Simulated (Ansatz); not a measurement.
ZrSi$_{7}$O$_{16}$ (cell with a defect)

```
CELL_PARAMETERS angstrom
4.98175 4.98175 0.00000
4.98175 -4.98175 0.00000
0.00000 0.00000 -7.33543
ATOMIC_POSITIONS crystal
Zr 0.50000 0.00000 0.50000
Si 0.50000 0.50000 0.02658
Si 0.00000 0.50000 0.50000
Si 0.00000 0.00000 0.97342
Si 0.22991 0.24200 0.23581
Si 0.25800 0.72991 0.76419
Si 0.77009 0.75800 0.23581
Si 0.74200 0.27009 0.76419
O 0.16074 0.40971 0.37015
O 0.18113 0.92722 0.85497
O 0.72091 0.94741 0.35043
O 0.68543 0.43235 0.91142
O 0.42722 0.31887 0.14503
O 0.44741 0.77909 0.64957
O 0.93235 0.81457 0.08858
O 0.90971 0.33926 0.62985
O 0.06765 0.18543 0.08858
O 0.09029 0.66074 0.62985
O 0.57278 0.68113 0.14503
O 0.55259 0.22091 0.64957
O 0.27909 0.05259 0.35043
O 0.31457 0.56765 0.91142
O 0.83926 0.59029 0.37015
O 0.81887 0.07278 0.85497
```

The calculation used Ansatz 0.2.0, DFT PBEsol, scalar-relativistic, plane waves, PAW.

Core electrons are frozen (PAW), and the valence fields are smoothed inside the atomic spheres.

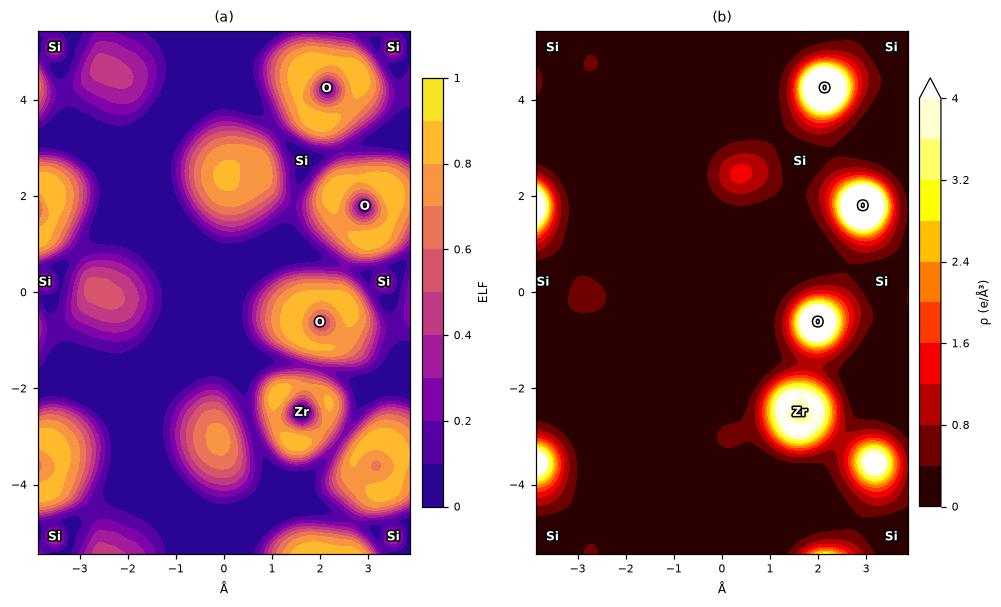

Figure 1. (a) electron localisation function; (b) valence electron density on the (011̄) plane of the calculation cell.

What do the fields say about this system?

- Atoms in the plane: Zr, Si and O.
- Atoms just off the plane (O, 0.4 Å away) can leave unmarked features too.
- Si–O (1.63 Å): ρ is about 1.2 e/Å³ halfway; the ELF peaks at about 0.85 between the atoms: a short, strongly polar bond.
- Zr–O (1.94 Å): ρ at the midpoint is about 0.98 e/Å³; the ELF peaks at about 0.80 in the valence shell of O, 0.6 Å from its nucleus, and drops to about 0.25 between the two atoms: no shared electron pair shows on this line.
- Between the atoms the lowest density in this plane is 0.002 e/Å³.
- The ELF also peaks beside O, away from the bonds: lone-pair regions.
- The features right at Zr lie inside the PAW spheres, where the map follows smoothed inner orbitals and isn't to be read closely.

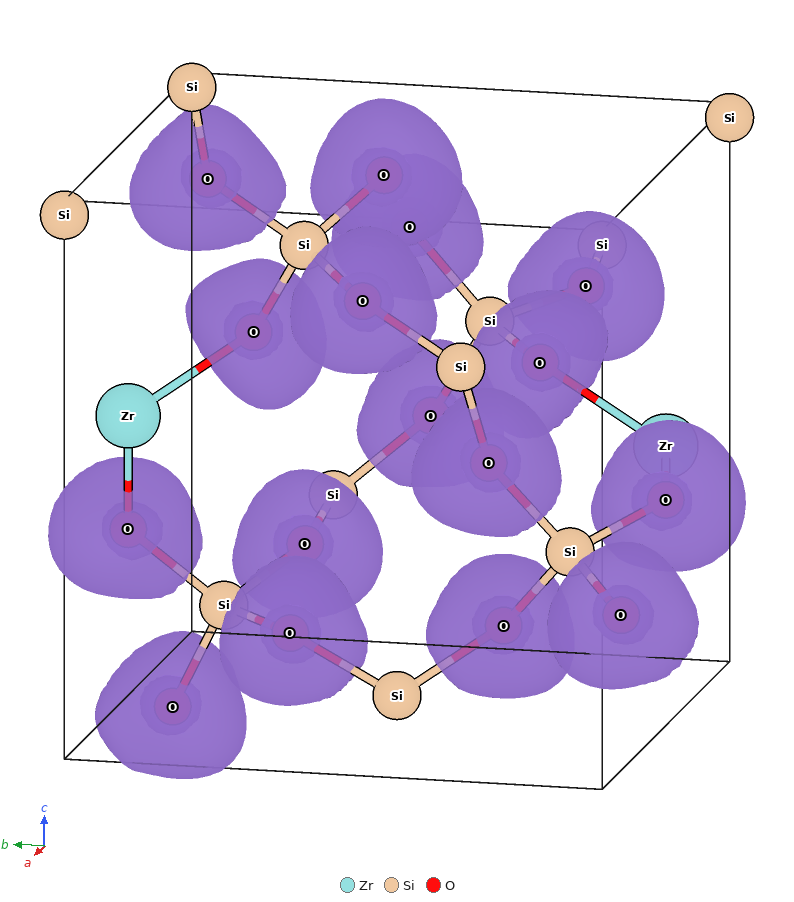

Figure 2. Isosurface of the ELF at 0.7 (purple), seen at an oblique angle. Core shells and regions of very low density are left out. Sticks mark near contacts.

What do the ELF domains correspond to?

The ELF exceeds this value in 16 regions on O in which the atom's valence shell and bonds are merged, counted in one cell of 24 atoms. Regions shared between cells count once. Along the contacts the grid gives the following. Si–O (1.61 Å): the ELF peaks at about 0.85 between the atoms; a polar covalent bond.

Does the calculation make it a metal, or give it a gap?

It is gapped, with a Kohn–Sham gap of 6.2 eV on the k-point mesh, an upper bound to the gap of this method.
